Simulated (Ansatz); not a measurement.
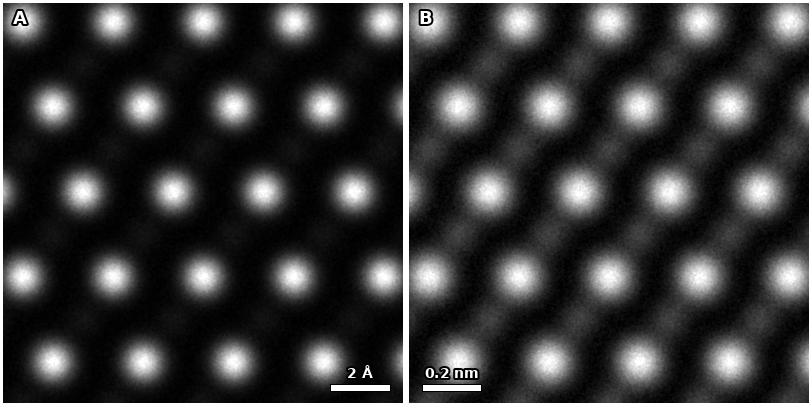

Two simulated images of the same area of SrO (Fm-3m, No. 225) along [110], with a probe of 1.04 Å. One is incoherent Z contrast (Z^1.7 per atom), the other the projected potential of neutral atoms blurred by the probe (iDPC-like, thin sample). Brightness is counted from the darkest point of the image. Shot noise was added. Structure used: a calculation's input that goes back to an entry of the Crystallography Open Database (an earlier step may have relaxed or displaced it).

Q: Which panel is which, and how can one tell?

A is the Z-contrast image and B the potential image. The columns of 1 O per repeat reach about 6 % of the brightest peak (1 Sr) in A but about 24 % in B, mainly since the potential grows much more slowly with atomic number. The O columns show clearly in B alone.
